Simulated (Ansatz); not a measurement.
# Al3GaN4: a changed input and its effect

System: Al3GaN4 (P1, 8 atoms in the cell).
Method of the first run: DFT PBEsol, scalar-relativistic, plane waves, PAW, no spin polarisation (Ansatz 0.2.0).

The structure derives from a Materials Project entry. Text and figures count atoms from 1; the logs count them from 0 in places.

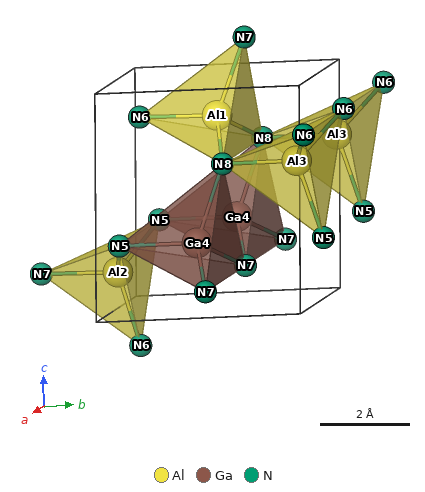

Figure 1. The input geometry (polyhedral view of the cell of the calculation, set on other vectors, seen slightly off an axis; polyhedra are completed across the faces of the cell; atoms are numbered from 1 in the order of the input). An atom can appear more than once, as a periodic image.

## Input, the first run
```yaml
crystal:
  lattice:
    - [4.8932267981, 0.124361184, -0.2590982386]
    - [0.0771825218, 3.1761670941, -0.0282601996]
    - [-0.2816017287, -0.0489967079, 5.2568930537]
  atoms:
    - { symbol: Al, position: [0.4973880639, 0.4899259431, 0.1707765371] }
    - { symbol: Al, position: [0.010500771, 0.5052905901, 0.8372217335] }
    - { symbol: Al, position: [-0.0111181371, 0.0116166306, 0.3271249891] }
    - { symbol: Ga, position: [0.498691473, 0.0121075078, 0.6688965235] }
    - { symbol: "N", position: [0.1146358438, -0.0034893629, 0.6704034341] }
    - { symbol: "N", position: [0.1183585847, 0.4945913375, 0.1635854051] }
    - { symbol: "N", position: [0.6338588896, 0.4978273082, 0.8321380318] }
    - { symbol: "N", position: [0.6212835111, -0.0078699544, 0.3298543458] }
basis:
  ecutwfc: 420
kpoints:
  mp_grid: { grid: [6, 8, 4] }
hamiltonian:
  xc: pbesol
scf:
  occupations: { method: gaussian, width: 0.05 }
output:
  forces: true
  stress: true
  eigenvalues: true
```

Command:
```bash
ansatz run input.yaml --threads 2 --pin off --max-ram 5120MiB --backend cpu --events-out ev --progress --plain --runs-dir out
```

Hardware: 2 threads of AMD EPYC (Zen 5), 32 GiB of memory available, shared host.

## Output, shortened to warnings, some set-up lines, iterations and results (the first run)
```
Basis set: ecut = 420 eV, 1603 PW (Γ), exchange–correlation on 72×48×72 points (8 copies of the dense FFT grid, shifted against one another)
Symmetry: 1 space group operations
k-points: 100 of 192 (time reversal used)
Initial density: superposition of atomic densities (neutral atoms: chi_scale 0, normalization atom), corrected by the library's trained network
[...]
SCF iter   1: F=—  HF=-6839.818742 eV  |F-HF|=—  |Δ(HF+E_count)|=         —  Δρ=1.11e-2  dr2=1.02e-1  ethr=1.77e-3  ⟨swp⟩=6.6  Hψ=14593  notcnv=0  defer=12
SCF iter   2: F=—  HF=-6839.788851 eV  |F-HF|=—  |Δ(HF+E_count)|=   2.99e-2  Δρ=1.93e-3  dr2=3.10e-3  ethr=2.43e-4  ⟨swp⟩=2.5  Hψ=5546  notcnv=0  defer=323
SCF iter   3: F=—  HF=-6839.788333 eV  |F-HF|=—  |Δ(HF+E_count)|=   5.18e-4  Δρ=9.65e-4  dr2=6.97e-4  ethr=7.39e-6  ⟨swp⟩=2.2  Hψ=3890  notcnv=0  defer=223
SCF iter   4: F=—  HF=-6839.788209 eV  |F-HF|=—  |Δ(HF+E_count)|=   1.24e-4  Δρ=1.62e-4  dr2=2.23e-5  ethr=1.66e-6  ⟨swp⟩=2.7  Hψ=4906  notcnv=0  defer=223
SCF iter   5: F=—  HF=-6839.788370 eV  |F-HF|=—  |Δ(HF+E_count)|=   1.61e-4  Δρ=9.00e-5  dr2=5.39e-6  ethr=5.30e-8  ⟨swp⟩=2.0  Hψ=4659  notcnv=0  defer=223
SCF iter   6: F=—  HF=-6839.788370 eV  |F-HF|=—  |Δ(HF+E_count)|=   3.79e-7  Δρ=2.53e-5  dr2=5.40e-7  ethr=1.28e-8  ⟨swp⟩=3.0  Hψ=5287  notcnv=0  defer=223
SCF iter   7: F=-6839.788370 eV  HF=-6839.788370 eV  |F-HF|=6.62e-8  |Δ(HF+E_count)|=   5.29e-8  Δρ=1.02e-5  dr2=8.56e-8  ethr=2.38e-10  ⟨swp⟩=9.4  Hψ=12430  notcnv=0
SCF 1 converged in 7 iterations: F = -6839.788370 eV  dr2 = 8.56e-8
SCF converged after 7 iterations
Free energy (F): -6839.788370 eV
Harris-Foulkes:  -6839.788370 eV  (|F-HF|=6.62e-8)
Internal energy: -6839.788370 eV  (E = F + TS)
E sigma→0 (E₀):  -6839.788370 eV
Fermi energy:    10.374496 eV
--- Per-component energies (eV) ---
  E_band       = 45.906805
  E_kinetic    = 731.677363
  E_local      = -3119.290679  (includes V_loc(G=0)·N_el)
  E_nonlocal   = 644.400921
  E_hartree    = 1378.254082
  E_xc         = -432.519612
  E_vxc        = -459.777835  (∫ρ·V_xc dr)
  E_paw        = -3810.069489  (= ΣΔE_a)
  E_vpaw       = -507.605919  (= ΣTr[D̂ρ^β])
  E_aug_tail   = 0.000270  (compensation charges beyond the density's cutoff)
  E_ewald      = -2233.274015
  E_core_change = 1.032790  (= ΣΔE_core)
  E_smearing   = -0.000000  (= −TS)
  E_closure    = 0.000000  (closes the sum)
  Σ components = -6839.788370   (vs F -6839.788370, Δ=0.00e0)
--- Forces (eV/Å), atoms counted from 1 ---
  atom   1  Al     0.57495696     0.54519335    -0.69769925
  atom   2  Al    -0.56693062    -0.02546261    -2.34330413
  atom   3  Al     1.44326855    -0.44437496    -0.34588061
  atom   4  Ga     0.43895771    -0.57244883    -0.32120688
  atom   5  N     -0.40476994     0.09041933     0.33040717
  atom   6  N      0.22649036     0.25505526     2.60168128
  atom   7  N     -0.85623077     0.36140466     1.22241263
  atom   8  N     -0.85569891    -0.20980612    -0.44637360
  max |Σ_I F_I| component: 4.33e-5 eV/Å
--- Stress (GPa, compression-positive) ---
       20.588226      -5.396772      13.786808
       -5.396772       0.070682       3.246333
       13.786786       3.246330      14.702874
  P = ⅓ Tr σ = 11.7873 GPa (117.873 kbar)
```

For the second run the input was changed thus:
```diff
-    - [4.8932267981, 0.124361184, -0.2590982386]
-    - [0.0771825218, 3.1761670941, -0.0282601996]
-    - [-0.2816017287, -0.0489967079, 5.2568930537]
+    - [5.4090196669, 0.1555696548, -0.1292756481]
+    - [0.0965487107, 3.2445331424, 0.0867776604]
+    - [-0.1424781174, 0.1501077048, 5.7037261311]
-    - { symbol: Al, position: [0.4973880639, 0.4899259431, 0.1707765371] }
-    - { symbol: Al, position: [0.010500771, 0.5052905901, 0.8372217335] }
-    - { symbol: Al, position: [-0.0111181371, 0.0116166306, 0.3271249891] }
-    - { symbol: Ga, position: [0.498691473, 0.0121075078, 0.6688965235] }
-    - { symbol: "N", position: [0.1146358438, -0.0034893629, 0.6704034341] }
-    - { symbol: "N", position: [0.1183585847, 0.4945913375, 0.1635854051] }
-    - { symbol: "N", position: [0.6338588896, 0.4978273082, 0.8321380318] }
-    - { symbol: "N", position: [0.6212835111, -0.0078699544, 0.3298543458] }
+    - { symbol: Al, position: [0.5102087924, 0.5167818077, 0.1810737799] }
+    - { symbol: Al, position: [-0.0043624573, 0.4886762849, 0.8254195393] }
+    - { symbol: Al, position: [0.0167613685, 2.57067e-05, 0.3367514026] }
+    - { symbol: Ga, position: [0.5060942001, 0.0082595112, 0.6544949041] }
+    - { symbol: "N", position: [0.1231385662, -0.0113159178, 0.6679359912] }
+    - { symbol: "N", position: [0.101621939, 0.4595370115, 0.161855614] }
+    - { symbol: "N", position: [0.6210458663, 0.5254169452, 0.8535472226] }
+    - { symbol: "N", position: [0.6090907248, 0.0126186506, 0.3189225464] }
```

What does this change do to the results?

With the same functional and potentials, the second run lies 147.6 meV per atom higher. The gap on the mesh goes from 3.34 to 1.79 eV. The pressure goes from 11.79 to −19.49 GPa. The largest force goes from 2.624 to 2.198 eV/Å. The volume per atom goes from 10.18 to 12.48 Å³. The number of SCF iterations is the same. The plane waves at Γ go from 1603 to 1967.

## Output, shortened to warnings, some set-up lines, iterations and results (the second run)
```
Basis set: ecut = 420 eV, 1967 PW (Γ), exchange–correlation on 80×48×80 points (8 copies of the dense FFT grid, shifted against one another)
Symmetry: 1 space group operations
k-points: 100 of 192 (time reversal used)
Initial density: superposition of atomic densities (neutral atoms: chi_scale 0, normalization atom), corrected by the library's trained network
[...]
SCF iter   1: F=—  HF=-6838.642250 eV  |F-HF|=—  |Δ(HF+E_count)|=         —  Δρ=1.09e-2  dr2=1.31e-1  ethr=1.77e-3  ⟨swp⟩=6.2  Hψ=14042  notcnv=0  defer=7
SCF iter   2: F=—  HF=-6838.607923 eV  |F-HF|=—  |Δ(HF+E_count)|=   3.43e-2  Δρ=1.77e-3  dr2=2.28e-3  ethr=3.11e-4  ⟨swp⟩=2.3  Hψ=5212  notcnv=0  defer=299
SCF iter   3: F=—  HF=-6838.607687 eV  |F-HF|=—  |Δ(HF+E_count)|=   2.36e-4  Δρ=9.08e-4  dr2=8.63e-4  ethr=5.42e-6  ⟨swp⟩=2.6  Hψ=4767  notcnv=0  defer=199
SCF iter   4: F=—  HF=-6838.607637 eV  |F-HF|=—  |Δ(HF+E_count)|=   5.00e-5  Δρ=4.70e-4  dr2=2.26e-4  ethr=2.06e-6  ⟨swp⟩=2.0  Hψ=4398  notcnv=0  defer=199
SCF iter   5: F=—  HF=-6838.607554 eV  |F-HF|=—  |Δ(HF+E_count)|=   8.33e-5  Δρ=8.82e-5  dr2=9.00e-6  ethr=5.39e-7  ⟨swp⟩=2.0  Hψ=4683  notcnv=0  defer=199
SCF iter   6: F=—  HF=-6838.607545 eV  |F-HF|=—  |Δ(HF+E_count)|=   8.52e-6  Δρ=4.53e-5  dr2=2.26e-6  ethr=2.14e-8  ⟨swp⟩=2.0  Hψ=4521  notcnv=0  defer=199
SCF iter   7: F=-6838.607545 eV  HF=-6838.607545 eV  |F-HF|=6.43e-9  |Δ(HF+E_count)|=   4.31e-7  Δρ=1.06e-5  dr2=9.66e-8  ethr=2.38e-10  ⟨swp⟩=7.6  Hψ=14007  notcnv=0
SCF 1 converged in 7 iterations: F = -6838.607545 eV  dr2 = 9.66e-8
SCF converged after 7 iterations
Free energy (F): -6838.607545 eV
Harris-Foulkes:  -6838.607545 eV  (|F-HF|=6.43e-9)
Internal energy: -6838.607545 eV  (E = F + TS)
E sigma→0 (E₀):  -6838.607545 eV
Fermi energy:    7.189929 eV
--- Per-component energies (eV) ---
  E_band       = -40.561541
  E_kinetic    = 698.933502
  E_local      = -3312.643808  (includes V_loc(G=0)·N_el)
  E_nonlocal   = 639.129602
  E_hartree    = 1442.318812
  E_xc         = -421.744463
  E_vxc        = -445.935187  (∫ρ·V_xc dr)
  E_paw        = -3806.521602  (= ΣΔE_a)
  E_vpaw       = -504.684702  (= ΣTr[D̂ρ^β])
  E_aug_tail   = 0.000255  (compensation charges beyond the density's cutoff)
  E_ewald      = -2079.112633
  E_core_change = 1.032790  (= ΣΔE_core)
  E_smearing   = -0.000000  (= −TS)
  E_closure    = -0.000000  (closes the sum)
  Σ components = -6838.607545   (vs F -6838.607545, Δ=0.00e0)
--- Forces (eV/Å), atoms counted from 1 ---
  atom   1  Al    -0.94892403     0.50102981    -1.83402974
  atom   2  Al     0.10433875     0.01178255     0.88203320
  atom   3  Al    -0.82502753    -1.17256833    -0.41861142
  atom   4  Ga    -0.38853508     0.37726482     1.07161941
  atom   5  N     -0.74209782     0.22879365    -0.36676768
  atom   6  N      1.16917580     1.85008002     0.19878630
  atom   7  N      0.61575472    -0.77890528    -1.02060529
  atom   8  N      1.01532328    -1.01747829     1.48759271
  max |Σ_I F_I| component: 1.75e-5 eV/Å
--- Stress (GPa, compression-positive) ---
      -23.098838      -5.246723       4.470003
       -5.246715     -15.013604      -8.274936
        4.470002      -8.274953     -20.348237
  P = ⅓ Tr σ = -19.4869 GPa (-194.869 kbar)
```

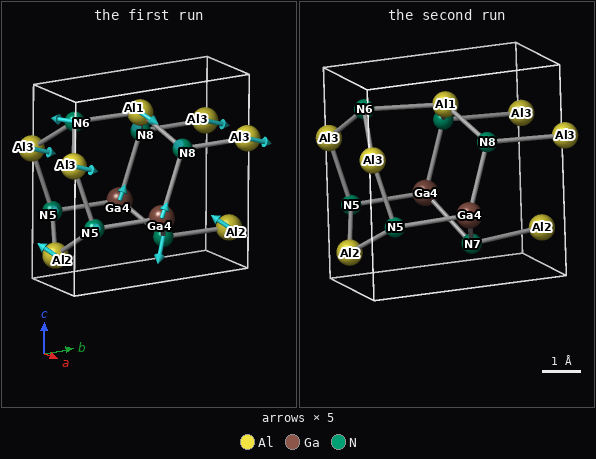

Figure 2. The two input geometries at one scale (ball-and-stick view of the cell of the calculation, set on other vectors, seen slightly off an axis). The teal arrows on the first give the shifts of the atoms relative to the cell, with their mean removed, magnified 5 times. The atom that moves furthest relative to the cell is N7 (0.17 Å). Largest moves by element: N 0.17 Å, Al 0.16 Å, Ga 0.09 Å. (The mean shift of all atoms is removed.) The drawn cell changes as follows: a 3.177 → 3.247 Å (+2.2 %), b 4.902 → 5.413 Å (+10.4 %), c 5.265 → 5.707 Å (+8.4 %), α 83.9° → 87.2°, β 88.9° → 93.0°, γ 87.1° → 86.7°; the volume changes by +22.7 %. Among the contacts that change: Al3–N8 1.808 → 2.202 Å, Al1–N6 1.854 → 2.228 Å, Ga4–N7 1.868 → 2.179 Å, Al2–N6 1.744 → 1.973 Å.

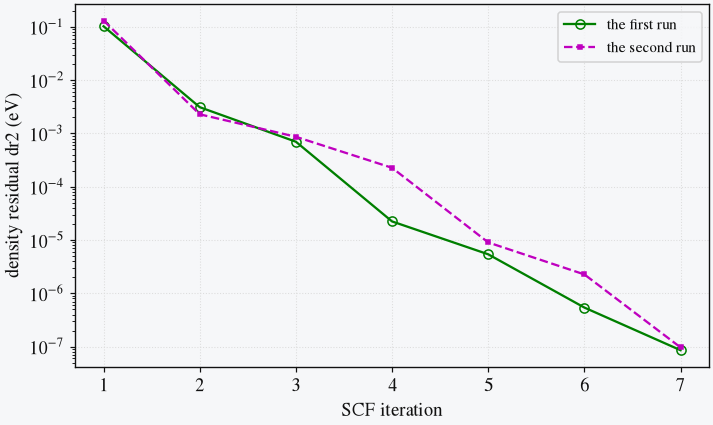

Figure 3. Convergence of the two runs: density residual dr2 against the SCF iteration. The first run takes 7 iterations in all, and the second run takes 7.

## The two runs side by side

| quantity | the first run | the second run |
| --- | --- | --- |
| outcome | converged | converged |
| free energy per atom (eV) | −854.9735 | −854.8259 |
| gap on the mesh (eV) | 3.34 | 1.79 |
| pressure (GPa) | 11.79 | −19.49 |
| volume per atom (Å³) | 10.18 | 12.48 |
| largest force (eV/Å) | 2.624 | 2.198 |
| SCF iterations | 7 | 7 |
| irreducible k-points | 100 | 100 |
| plane waves at Γ | 1603 | 1967 |
| wall time (shared host) | 3.6 s | 4.3 s |

For the second run: The cell is under a tension of 19.5 GPa at this level, so it is not at its equilibrium volume.
